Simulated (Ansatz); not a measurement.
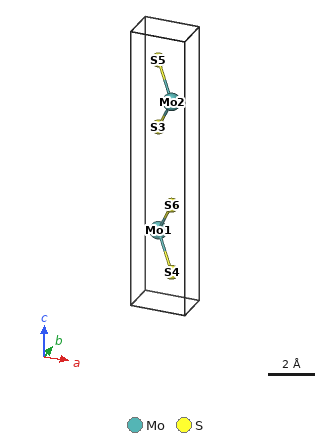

**Figure 1.** The structure (ball-and-stick view of the cell of the calculation, seen slightly off an axis; atoms are numbered from 1 in the order of the input). Near neighbours in the crystal (not all of them lie inside the picture): Mo has 6 S at 2.37 Å; S has 3 Mo at 2.37 Å.

## Two runs on MoS2

System: MoS2 (6 atoms in the cell).
Method of run A: DFT PBE+U, scalar-relativistic, plane waves, PAW, Ueff = 4 eV on Mo atom 1 d; Ueff = 4 eV on Mo atom 2 d, no spin polarisation (Ansatz 0.2.0).

The structure derives from an entry of the Crystallography Open Database. Text and figures count atoms from 1; the logs count them from 0 in places.

### Input, run A
```yaml
crystal:
  lattice:
    - [3.16100152, 0.0, 0.0]
    - [-1.58050076, 2.73750762, 0.0]
    - [0.0, 0.0, 12.2949997]
  atoms:
    - { symbol: Mo, position: [0.3333333333, 0.6666666667, 0.25] }
    - { symbol: Mo, position: [0.6666666667, 0.3333333333, 0.75] }
    - { symbol: S, position: [0.3333333333, 0.6666666667, 0.6275] }
    - { symbol: S, position: [0.6666666667, 0.3333333333, 0.1275] }
    - { symbol: S, position: [0.3333333333, 0.6666666667, 0.8725] }
    - { symbol: S, position: [0.6666666667, 0.3333333333, 0.3725] }
basis:
  ecutwfc: 420
  ecutrho_ratio: 4
kpoints:
  mp_grid: { grid: [7, 7, 2] }
hamiltonian:
  xc: pbe
  hubbard:
    sites: [{ site: 0, l: d, u_eff: 4.0 }, { site: 1, l: d, u_eff: 4.0 }]
scf:
  occupations: { method: gaussian, width: 0.05 }
  lower_state_search: "off"
  max_iter: 150
output:
  forces: true
  stress: true
  eigenvalues: true
  populations: true
  hubbard: { sites: [{ site: 0, l: d }, { site: 1, l: d }] }
```

Launched with:
```bash
ansatz run input.yaml --threads 4 --pin off --max-ram 6144MiB --backend cpu --events-out ev --progress --plain --runs-dir out
```

Hardware: 4 threads of Arm Neoverse V2, 24 GiB of memory available, shared host.

### Output, shortened to warnings, some set-up lines, iterations and results (run A)
```
Basis set: ecut = 420 eV, 2057 PW (Γ), exchange–correlation on 48×48×180 points (8 copies of the dense FFT grid, shifted against one another)
Symmetry: 24 space group operations
k-points: 16 of 98
Initial density: superposition of atomic densities (chi_scale 0.1, normalization cell, long waves of neutral atoms under a Hubbard term (reshape's long-wave potential 0.07 eV rms, cloud 2.59 Å wide))
[...]
SCF iter   1: F=—  HF=-13516.860835 eV  |F-HF|=—  |Δ(HF+E_count)|=         —  Δρ=6.25e-2  dr2=4.98e0  ethr=3.10e-3  ⟨swp⟩=6.9  Hψ=2304  notcnv=0
SCF iter   2: F=—  HF=-13515.740048 eV  |F-HF|=—  |Δ(HF+E_count)|=    1.12e0  Δρ=2.59e-2  dr2=1.43e0  ethr=3.10e-3  ⟨swp⟩=2.6  Hψ=1067  notcnv=0  defer=27
SCF iter   3: F=—  HF=-13515.549025 eV  |F-HF|=—  |Δ(HF+E_count)|=   1.91e-1  Δρ=1.40e-2  dr2=3.18e-1  ethr=2.74e-3  ⟨swp⟩=2.8  Hψ=740  notcnv=0  defer=27
SCF iter   4: F=—  HF=-13515.491905 eV  |F-HF|=—  |Δ(HF+E_count)|=   5.71e-2  Δρ=2.66e-3  dr2=1.12e-2  ethr=6.12e-4  ⟨swp⟩=2.3  Hψ=784  notcnv=0  defer=27
SCF iter   5: F=—  HF=-13515.495432 eV  |F-HF|=—  |Δ(HF+E_count)|=   3.53e-3  Δρ=6.45e-4  dr2=6.19e-4  ethr=2.15e-5  ⟨swp⟩=2.4  Hψ=855  notcnv=0  defer=24
SCF iter   6: F=—  HF=-13515.496232 eV  |F-HF|=—  |Δ(HF+E_count)|=   8.01e-4  Δρ=2.18e-4  dr2=7.43e-5  ethr=1.19e-6  ⟨swp⟩=2.1  Hψ=793  notcnv=0  defer=24
SCF iter   7: F=—  HF=-13515.496290 eV  |F-HF|=—  |Δ(HF+E_count)|=   5.78e-5  Δρ=4.46e-5  dr2=2.87e-6  ethr=1.43e-7  ⟨swp⟩=2.0  Hψ=755  notcnv=0  defer=24
SCF iter   8: F=-13515.496293 eV  HF=-13515.496293 eV  |F-HF|=7.16e-8  |Δ(HF+E_count)|=   3.18e-6  Δρ=8.83e-6  dr2=8.78e-8  ethr=1.92e-10  ⟨swp⟩=9.2  Hψ=2707  notcnv=0
SCF 1 converged in 8 iterations: F = -13515.496293 eV  dr2 = 8.78e-8
SCF converged after 8 iterations
Free energy (F): -13515.496293 eV
Harris-Foulkes:  -13515.496293 eV  (|F-HF|=7.16e-8)
Internal energy: -13515.496293 eV  (E = F + TS)
E sigma→0 (E₀):  -13515.496293 eV
Fermi energy:    11.404586 eV
--- Per-component energies (eV) ---
  E_band       = -312.005241
  E_kinetic    = 1320.134703
  E_local      = -4081.181490  (includes V_loc(G=0)·N_el)
  E_nonlocal   = 399.174021
  E_hartree    = 1586.112856
  E_xc         = -759.762292
  E_vxc        = -813.693339  (∫ρ·V_xc dr)
  E_hubbard    = 9.861916  (on-site DFT+U / exact-exchange correction)
  E_vhub       = -1.183601  (the Hubbard potential's part of the band-sum identity)
  E_paw        = -8803.724780  (= ΣΔE_a)
  E_vpaw       = -307.493083  (= ΣTr[D̂ρ^β])
  E_aug_tail   = 0.000068  (compensation charges beyond the density's cutoff)
  E_ewald      = -3186.111296
  E_smearing   = -0.000000  (= −TS)
  E_closure    = 0.000000  (closes the sum)
  Σ components = -13515.496293   (vs F -13515.496293, Δ=0.00e0)
--- Forces (eV/Å), atoms counted from 1 ---
  atom   1  Mo     0.00000000    -0.00000000     0.00000000
  atom   2  Mo     0.00000000     0.00000000     0.00000000
  atom   3  S     -0.00000000     0.00000000    -1.20154658
  atom   4  S     -0.00000000    -0.00000000    -1.20154658
  atom   5  S     -0.00000000     0.00000000     1.20154658
  atom   6  S     -0.00000000    -0.00000000     1.20154658
  max |Σ_I F_I| component: 4.44e-16 eV/Å
--- Stress (GPa, compression-positive) ---
        6.685629       0.000000       0.000000
        0.000000       6.685629       0.000000
        0.000000       0.000000      13.138437
  P = ⅓ Tr σ = 8.8366 GPa (88.366 kbar)
Occupation matrices written to [file]
--- Löwdin populations: 6 sites ---
  site symbol       q [e]
     0     Mo     13.7214
     1     Mo     13.7214
     2      S      6.0375
     3      S      6.0375
     4      S      6.0375
     5      S      6.0375
  spilling = 0.007833 (of n_electrons = 52.000000)
--- Occupation matrices: 2 shells (run DFT+U table (all-electron-ortho-atomic); ε = 4.04e-3) ---
  Mo0 d_4D: site group D3h (-6m2)
  Mo0 d_4D -      Tr n = 2.6134  λ = 0.469 0.469 0.529 0.529 0.617  [2× xz 0.50 E''(1.00) | 2× x2-y2 0.50 E'(1.00) | z2 1.00 A1'(1.00)]
  Mo1 d_4D: site group D3h (-6m2)
  Mo1 d_4D -      Tr n = 2.6134  λ = 0.469 0.469 0.529 0.529 0.617  [2× xz 0.50 E''(1.00) | 2× x2-y2 0.50 E'(1.00) | z2 1.00 A1'(1.00)]
  Tr n, λ and their labels are of the run-group-symmetrised matrices; stabiliser: 48 of 48 elements of G0×{1,Θ} (closed), max defect 2.6e-15 at τ = 8.6e-4
```

The input of run B differs as follows (lines with − go, lines with + come):
```diff
+magnetization:
+  spin_polarized: true
+  initial_magnetization: 0.0
+  spin_locking: { lock_magnetization: hard }
```

What does this change do to the results?

The total moment is fixed by the input in run B, so the state need not be the lowest. The energy is the same within 0.01 meV per atom. With spin allowed, the absolute moment of the cell comes to 0.00 μB. No starting moments were typed, and other magnetic orders weren't tried. The SCF takes 9 iterations against 8.

### Output, shortened to warnings, some set-up lines, iterations and results (run B)
```
Warning: output.stress: scf.convergence.dr2_threshold = 1e-7 eV (the SCF's general default) is looser than the 6e-10 eV advised for a printed stress (1e-10 eV for each atom of the cell: 6). What an SCF threshold leaves in a stress goes as its square root, and in the free energy as the threshold itself, and one threshold admits the most on a small cell: of the crystals measured, under no hybrid …
Basis set: ecut = 420 eV, 2057 PW (Γ), exchange–correlation on 48×48×180 points (8 copies of the dense FFT grid, shifted against one another)
Symmetry: 24 space group operations
k-points: 16 of 98
Initial density: superposition of atomic densities (chi_scale 0.1, normalization cell, long waves kept (reshape's long-wave potential 0.07 eV rms))
[...]
SCF iter   1: F=—  HF=-13516.888030 eV  |F-HF|=—  |Δ(HF+E_count)|=         —  Δρ=3.08e-2 (↑3.08e-2 ↓3.08e-2)  dr2=4.94e0  dr2_m=0.00e0  M=0.000 μB ∫|m|=0.000 μB  β_m=0.30  …
SCF iter   2: F=—  HF=-13516.026527 eV  |F-HF|=—  |Δ(HF+E_count)|=   8.62e-1  Δρ=1.88e-2 (↑1.88e-2 ↓1.88e-2)  dr2=2.06e0  dr2_m=0.00e0  M=0.000 μB ∫|m|=0.000 μB  β_m=0.49  …
SCF iter   3: F=—  HF=-13515.553480 eV  |F-HF|=—  |Δ(HF+E_count)|=   4.73e-1  Δρ=6.87e-3 (↑6.87e-3 ↓6.87e-3)  dr2=3.55e-1  dr2_m=0.00e0  M=0.000 μB ∫|m|=0.000 μB  β_m=0.66  …
SCF iter   4: F=—  HF=-13515.491218 eV  |F-HF|=—  |Δ(HF+E_count)|=   6.23e-2  Δρ=1.79e-3 (↑1.79e-3 ↓1.79e-3)  dr2=1.74e-2  dr2_m=0.00e0  M=0.000 μB ∫|m|=0.000 μB  β_m=0.83  …
SCF iter   5: F=—  HF=-13515.495317 eV  |F-HF|=—  |Δ(HF+E_count)|=   4.10e-3  Δρ=4.61e-4 (↑4.61e-4 ↓4.61e-4)  dr2=1.45e-3  dr2_m=0.00e0  M=0.000 μB ∫|m|=0.000 μB  β_m=0.92  …
SCF iter   6: F=—  HF=-13515.496116 eV  |F-HF|=—  |Δ(HF+E_count)|=   7.99e-4  Δρ=1.17e-4 (↑1.17e-4 ↓1.17e-4)  dr2=6.57e-5  dr2_m=0.00e0  M=0.000 μB ∫|m|=0.000 μB  β_m=0.96  …
SCF iter   7: F=—  HF=-13515.496282 eV  |F-HF|=—  |Δ(HF+E_count)|=   1.66e-4  Δρ=3.26e-5 (↑3.26e-5 ↓3.26e-5)  dr2=6.10e-6  dr2_m=0.00e0  M=0.000 μB ∫|m|=0.000 μB  β_m=0.98  …
SCF iter   8: F=—  HF=-13515.496293 eV  |F-HF|=—  |Δ(HF+E_count)|=   1.16e-5  Δρ=4.70e-6 (↑4.70e-6 ↓4.70e-6)  dr2=1.08e-7  dr2_m=0.00e0  M=0.000 μB ∫|m|=0.000 μB  β_m=0.99  …
SCF iter   9: F=-13515.496293 eV  HF=-13515.496293 eV  |F-HF|=5.48e-10  |Δ(HF+E_count)|=   1.50e-7  Δρ=1.22e-6 (↑1.22e-6 ↓1.22e-6)  dr2=8.04e-9  dr2_m=0.00e0  M=0.000 μB …
SCF 1 converged in 9 iterations: F = -13515.496293 eV  dr2 = 8.04e-9
SCF converged after 9 iterations
Stability checked in part: among states of this total moment the steps that led to this state did not find it unstable. No probe was made; neither looks for a lower state of another moment (fixed_total_moment; see scf.lower_state_search)
Magnetization: 0.0000 μB (26.0000 up, 26.0000 down)
Absolute magnetization: 0.0000 μB (∫|ρ↑−ρ↓|)
Spin contamination: 0.0000 ħ² per cell (⟨S²⟩ above its minimum at these occupations)
Per-site moments (μB) at R_I (Å): [(0.0, 0.9760741621119455), (0.0, 0.9760741621119459), (0.0, 0.9760741621119459), (0.0, 0.9760741621119455), (0.0, 0.9760741621119459), (0.0, 0.9760741621119455)]
Free energy (F): -13515.496293 eV
Harris-Foulkes:  -13515.496293 eV  (|F-HF|=5.48e-10)
Internal energy: -13515.496293 eV  (E = F + TS)
E sigma→0 (E₀):  -13515.496293 eV
Fermi energy:    11.404563 (↑ 11.404563, ↓ 11.404563) eV
--- Per-component energies (eV) ---
  E_band       = -312.005862
  E_kinetic    = 1320.136082
  E_local      = -4081.189448  (includes V_loc(G=0)·N_el)
  E_nonlocal   = 399.175770
  E_hartree    = 1586.118579
  E_xc         = -759.762109
  E_vxc        = -813.693127  (∫ρ·V_xc dr)
  E_hubbard    = 9.861912  (on-site DFT+U / exact-exchange correction)
  E_vhub       = -1.183656  (the Hubbard potential's part of the band-sum identity)
  E_paw        = -8803.725851  (= ΣΔE_a)
  E_vpaw       = -307.494026  (= ΣTr[D̂ρ^β])
  E_aug_tail   = 0.000068  (compensation charges beyond the density's cutoff)
  E_ewald      = -3186.111296
  E_smearing   = -0.000000  (= −TS)
  E_closure    = -0.000000  (closes the sum)
  Σ components = -13515.496293   (vs F -13515.496293, Δ=0.00e0)
--- Forces (eV/Å), atoms counted from 1 ---
  atom   1  Mo     0.00000000    -0.00000000     0.00000000
  atom   2  Mo     0.00000000     0.00000000     0.00000000
  atom   3  S     -0.00000000     0.00000000    -1.20152238
  atom   4  S     -0.00000000    -0.00000000    -1.20152238
  atom   5  S     -0.00000000     0.00000000     1.20152238
  atom   6  S     -0.00000000    -0.00000000     1.20152238
  max |Σ_I F_I| component: 2.78e-17 eV/Å
--- Stress (GPa, compression-positive) ---
        6.685492       0.000000       0.000000
        0.000000       6.685492       0.000000
        0.000000       0.000000      13.137925
  P = ⅓ Tr σ = 8.8363 GPa (88.363 kbar)
Occupation matrices written to [file]
--- Löwdin populations: 6 sites ---
  site symbol       q [e]    m [muB]
     0     Mo     13.7214     0.0000
     1     Mo     13.7214     0.0000
     2      S      6.0375     0.0000
     3      S      6.0375     0.0000
     4      S      6.0375     0.0000
     5      S      6.0375     0.0000
  spilling = 0.007833 (of n_electrons = 52.000000)
[...]
```

### The two runs side by side

| quantity | run A | run B |
| --- | --- | --- |
| outcome | converged | converged |
| free energy per atom (eV) | −2252.5827 | −2252.5827 |
| gap on the mesh (eV) | 0.93 | 0.93 |
| pressure (GPa) | 8.84 | 8.84 |
| largest force (eV/Å) | 1.202 | 1.202 |
| SCF iterations | 8 | 9 |
| irreducible k-points | 16 | 16 |
| plane waves at Γ | 2057 | 2057 |
| net moment of the cell (μB) | – | 0.00 |
| absolute moment of the cell (μB) | – | 0.00 |
| wall time (shared host) | 1.5 s | 1.6 s |

For run B: Warnings: the SCF threshold is looser than advised for the printed stress.
